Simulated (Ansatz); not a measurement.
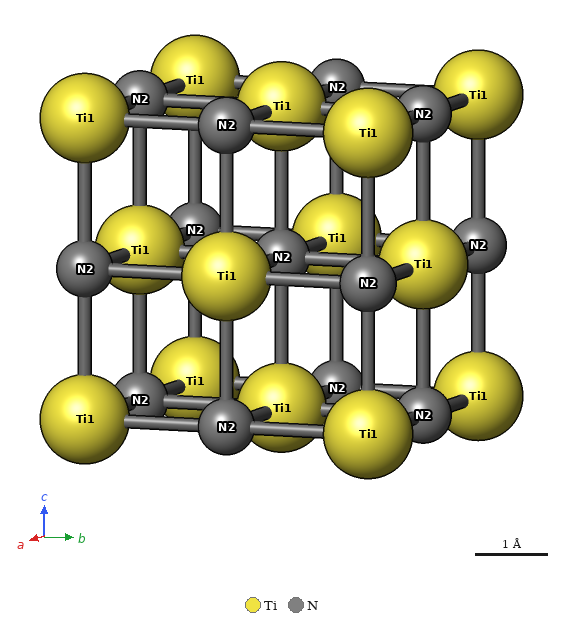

Fig. 1: The structure (ball-and-stick view of the cell 4 times as large as that of the calculation, set on its symmetry axes, seen slightly off an axis; atoms are numbered from 1 in the order of the input). An atom can appear more than once, as a periodic image.

## What a change does: single-point calculation on TiN

System: TiN (Fm-3m, 2 atoms in the cell).
Method of run A: DFT PBEsol, scalar-relativistic, plane waves, PAW, PAW set soft_1, no spin polarisation (Ansatz 0.2.0).

The structure derives from an entry of the Crystallography Open Database. Text and figures count atoms from 1; the logs count them from 0 in places.

**Input file, run A**
```yaml
crystal:
  lattice:
    - [0.0, 2.1295887, 2.1295887]
    - [2.1295887, 0.0, 2.1295887]
    - [2.1295887, 2.1295887, 0.0]
  atoms:
    - { symbol: Ti, position: [0.0, 0.0, 0.0] }
    - { symbol: "N", position: [0.5, 0.5, 0.5] }
basis:
  ecutwfc: 520.0
kpoints:
  mp_grid: { grid: [20, 20, 20] }
hamiltonian:
  xc: pbesol
  pseudopotentials: { kind: paw, azcp: { folder: soft_1 } }
scf:
  occupations: { method: gaussian, width: 0.15 }
  lower_state_search: "off"
output:
  forces: true
  stress: true
  eigenvalues: true
```

Command:
```bash
ansatz run input.yaml --threads 2 --pin off --max-ram 4096MiB --backend cpu --events-out ev --progress --plain --runs-dir out
```

Hardware: 2 threads of Arm Neoverse N1, 98 GiB of memory available, shared host.

**Output, shortened to warnings, some set-up lines, iterations and results (run A)**
```
Warning: [file] the record states the generating functional pbe (its physics header spells it `PBE`), which answers neither for hamiltonian.xc's functional nor for the pbesol family's — results may be inconsistent (PPs are generated against a specific XC)
Warning: [file] the record states the generating functional pbe (its physics header spells it `PBE`), which answers neither for hamiltonian.xc's functional nor for the pbesol family's — results may be inconsistent (PPs are generated against a specific XC)
Basis set: ecut = 520 eV, 531 PW (Γ), exchange–correlation on 48×48×48 points (8 copies of the dense FFT grid, shifted against one another)
Symmetry: 48 space group operations
k-points: 256 of 8000
Initial density: superposition of atomic densities (chi_scale 0.1, normalization cell, long waves kept (reshape's long-wave potential 0.00 eV rms))
[...]
SCF iter   1: F=—  HF=-2856.420540 eV  |F-HF|=—  |Δ(HF+E_count)|=         —  Δρ=6.91e-2  dr2=1.14e0  ethr=3.10e-3  ⟨swp⟩=4.4  Hψ=16139  notcnv=0
SCF iter   2: F=—  HF=-2856.336726 eV  |F-HF|=—  |Δ(HF+E_count)|=   8.38e-2  Δρ=5.10e-2  dr2=6.38e-1  ethr=3.10e-3  ⟨swp⟩=2.0  Hψ=5896  notcnv=0  defer=64
SCF iter   3: F=—  HF=-2856.210540 eV  |F-HF|=—  |Δ(HF+E_count)|=   1.26e-1  Δρ=5.27e-3  dr2=2.21e-3  ethr=3.10e-3  ⟨swp⟩=2.7  Hψ=5392  notcnv=0  defer=64
SCF iter   4: F=—  HF=-2856.210671 eV  |F-HF|=—  |Δ(HF+E_count)|=   1.31e-4  Δρ=1.45e-3  dr2=2.59e-4  ethr=1.30e-5  ⟨swp⟩=2.0  Hψ=7496  notcnv=0  defer=64
SCF iter   5: F=—  HF=-2856.210574 eV  |F-HF|=—  |Δ(HF+E_count)|=   9.68e-5  Δρ=2.02e-4  dr2=7.77e-6  ethr=1.53e-6  ⟨swp⟩=2.0  Hψ=5217  notcnv=0  defer=64
SCF iter   6: F=—  HF=-2856.210573 eV  |F-HF|=—  |Δ(HF+E_count)|=   7.44e-7  Δρ=2.84e-5  dr2=1.34e-7  ethr=4.57e-8  ⟨swp⟩=2.2  Hψ=4172  notcnv=0  defer=64
SCF iter   7: F=-2856.210573 eV  HF=-2856.210573 eV  |F-HF|=5.47e-10  |Δ(HF+E_count)|=   1.75e-8  Δρ=2.32e-6  dr2=7.47e-10  ethr=5.88e-10  ⟨swp⟩=5.3  Hψ=11349  notcnv=0
SCF 1 converged in 7 iterations: F = -2856.210573 eV  dr2 = 7.47e-10
SCF converged after 7 iterations
Free energy (F): -2856.210573 eV
Harris-Foulkes:  -2856.210573 eV  (|F-HF|=5.47e-10)
Internal energy: -2856.201910 eV  (E = F + TS)
E sigma→0 (E₀):  -2856.206242 eV
Entropy (-TS):   -0.008663 eV (-4.332 meV/atom)
Fermi energy:    16.682433 eV
--- Per-component energies (eV) ---
  E_band       = -97.843977
  E_kinetic    = 409.109587
  E_local      = -842.261596  (includes V_loc(G=0)·N_el)
  E_nonlocal   = 95.970374
  E_hartree    = 326.570088
  E_xc         = -175.526653
  E_vxc        = -221.870773  (∫ρ·V_xc dr)
  E_paw        = -1139.365348  (= ΣΔE_a)
  E_vpaw       = -191.931623  (= ΣTr[D̂ρ^β])
  E_aug_tail   = -0.000083  (compensation charges beyond the density's cutoff)
  E_ewald      = -1530.865762
  E_core_change = 0.167483  (= ΣΔE_core)
  E_smearing   = -0.008663  (= −TS)
  E_closure    = 0.000000  (closes the sum)
  Σ components = -2856.210573   (vs F -2856.210573, Δ=0.00e0)
--- Forces (eV/Å), atoms counted from 1 ---
  atom   1  Ti    -0.00000000     0.00000000    -0.00000000
  atom   2  N      0.00000000    -0.00000000    -0.00000000
  max |Σ_I F_I| component: 4.86e-30 eV/Å
--- Stress (GPa, compression-positive) ---
      -10.835881      -0.000000      -0.000000
        0.000000     -10.835881      -0.000000
       -0.000000       0.000000     -10.835881
  P = ⅓ Tr σ = -10.8359 GPa (-108.359 kbar)
```

The input of run B differs as follows (lines with − go, lines with + come):
```diff
-    - [0.0, 2.1295887, 2.1295887]
-    - [2.1295887, 0.0, 2.1295887]
-    - [2.1295887, 2.1295887, 0.0]
+    - [0.0, 2.1565869739, 2.1565869739]
+    - [2.1565869739, 0.0, 2.1565869739]
+    - [2.1565869739, 2.1565869739, 0.0]
```

Predict how the results change.

With the same functional and potentials, run B lies 35.7 meV per atom higher. The pressure goes from −10.84 to −19.64 GPa. The volume per atom goes from 9.66 to 10.03 Å³. The cell is scaled evenly with the atoms at fixed fractional positions, so −ΔP/Δ ln V estimates the bulk modulus midway between the two volumes: about 230 GPa. The number of SCF iterations is the same. The plane waves at Γ go from 531 to 537.

**Output, shortened to warnings, some set-up lines, iterations and results (run B)**
```
Warning: [file] the record states the generating functional pbe (its physics header spells it `PBE`), which answers neither for hamiltonian.xc's functional nor for the pbesol family's — results may be inconsistent (PPs are generated against a specific XC)
Warning: [file] the record states the generating functional pbe (its physics header spells it `PBE`), which answers neither for hamiltonian.xc's functional nor for the pbesol family's — results may be inconsistent (PPs are generated against a specific XC)
Basis set: ecut = 520 eV, 537 PW (Γ), exchange–correlation on 48×48×48 points (8 copies of the dense FFT grid, shifted against one another)
Symmetry: 48 space group operations
k-points: 256 of 8000
Initial density: superposition of atomic densities (chi_scale 0.1, normalization cell, long waves kept (reshape's long-wave potential 0.00 eV rms))
[...]
SCF iter   1: F=—  HF=-2856.321481 eV  |F-HF|=—  |Δ(HF+E_count)|=         —  Δρ=6.47e-2  dr2=1.04e0  ethr=3.10e-3  ⟨swp⟩=4.5  Hψ=16006  notcnv=0
SCF iter   2: F=—  HF=-2856.253226 eV  |F-HF|=—  |Δ(HF+E_count)|=   6.83e-2  Δρ=4.81e-2  dr2=5.98e-1  ethr=3.10e-3  ⟨swp⟩=2.0  Hψ=6317  notcnv=0  defer=61
SCF iter   3: F=—  HF=-2856.138764 eV  |F-HF|=—  |Δ(HF+E_count)|=   1.14e-1  Δρ=4.53e-3  dr2=1.44e-3  ethr=3.10e-3  ⟨swp⟩=2.7  Hψ=5352  notcnv=0  defer=61
SCF iter   4: F=—  HF=-2856.139235 eV  |F-HF|=—  |Δ(HF+E_count)|=   4.71e-4  Δρ=1.49e-3  dr2=2.98e-4  ethr=8.46e-6  ⟨swp⟩=2.0  Hψ=7464  notcnv=0  defer=61
SCF iter   5: F=—  HF=-2856.139102 eV  |F-HF|=—  |Δ(HF+E_count)|=   1.33e-4  Δρ=2.23e-4  dr2=1.05e-5  ethr=1.75e-6  ⟨swp⟩=2.1  Hψ=5261  notcnv=0  defer=61
SCF iter   6: F=—  HF=-2856.139099 eV  |F-HF|=—  |Δ(HF+E_count)|=   2.71e-6  Δρ=3.44e-5  dr2=2.04e-7  ethr=6.17e-8  ⟨swp⟩=2.2  Hψ=4183  notcnv=0  defer=61
SCF iter   7: F=-2856.139099 eV  HF=-2856.139099 eV  |F-HF|=6.10e-10  |Δ(HF+E_count)|=   2.60e-8  Δρ=2.57e-6  dr2=8.54e-10  ethr=5.88e-10  ⟨swp⟩=5.2  Hψ=11477  notcnv=0
SCF 1 converged in 7 iterations: F = -2856.139099 eV  dr2 = 8.54e-10
SCF converged after 7 iterations
Free energy (F): -2856.139099 eV
Harris-Foulkes:  -2856.139099 eV  (|F-HF|=6.10e-10)
Internal energy: -2856.129821 eV  (E = F + TS)
E sigma→0 (E₀):  -2856.134460 eV
Entropy (-TS):   -0.009278 eV (-4.639 meV/atom)
Fermi energy:    15.969684 eV
--- Per-component energies (eV) ---
  E_band       = -109.105502
  E_kinetic    = 406.891915
  E_local      = -867.316821  (includes V_loc(G=0)·N_el)
  E_nonlocal   = 95.687338
  E_hartree    = 333.992848
  E_xc         = -174.865737
  E_vxc        = -220.988092  (∫ρ·V_xc dr)
  E_paw        = -1138.985911  (= ΣΔE_a)
  E_vpaw       = -191.365421  (= ΣTr[D̂ρ^β])
  E_aug_tail   = -0.000057  (compensation charges beyond the density's cutoff)
  E_ewald      = -1511.700881
  E_core_change = 0.167483  (= ΣΔE_core)
  E_smearing   = -0.009278  (= −TS)
  E_closure    = -0.000000  (closes the sum)
  Σ components = -2856.139099   (vs F -2856.139099, Δ=0.00e0)
--- Forces (eV/Å), atoms counted from 1 ---
  atom   1  Ti    -0.00000000     0.00000000     0.00000000
  atom   2  N      0.00000000     0.00000000     0.00000000
  max |Σ_I F_I| component: 5.26e-30 eV/Å
--- Stress (GPa, compression-positive) ---
      -19.638177       0.000000      -0.000000
        0.000000     -19.638177      -0.000000
        0.000000       0.000000     -19.638177
  P = ⅓ Tr σ = -19.6382 GPa (-196.382 kbar)
```

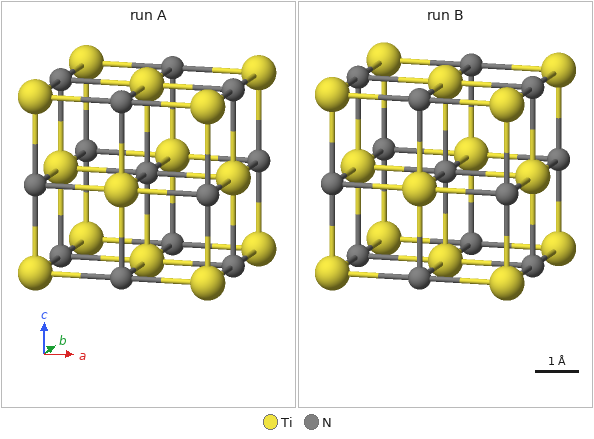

Fig. 2: The two input geometries at one scale (ball-and-stick view of the cell 4 times as large as that of the calculation, set on its symmetry axes, seen slightly off an axis). The atoms keep their places relative to the cell (all moves are under 0.005 Å). The drawn cell changes as follows: a = b = c 4.259 → 4.313 Å (+1.3 %); the volume changes by +3.9 %. Among the contacts that change: N–Ti 2.130 → 2.157 Å.

**The two runs side by side**

| quantity | run A | run B |
| --- | --- | --- |
| outcome | converged | converged |
| free energy per atom (eV) | −1428.1053 | −1428.0695 |
| energy per atom, smearing taken to zero (eV) | −1428.1031 | −1428.0672 |
| gap on the mesh (eV) | 0.00 | 0.00 |
| pressure (GPa) | −10.84 | −19.64 |
| volume per atom (Å³) | 9.66 | 10.03 |
| largest force (eV/Å) | 0.000 | 0.000 |
| SCF iterations | 7 | 7 |
| irreducible k-points | 256 | 256 |
| plane waves at Γ | 531 | 537 |
| wall time (shared host) | 4.4 s | 4.4 s |

For both runs: Warnings: the PAW datasets were made with another functional. The cell holds an odd number of electrons but the run has no spin polarisation, so a band is left half filled. For run A: The cell is under a tension of 10.8 GPa at this level, so it is not at its equilibrium volume. For run B: The cell is under a tension of 19.6 GPa at this level, so it is not at its equilibrium volume.
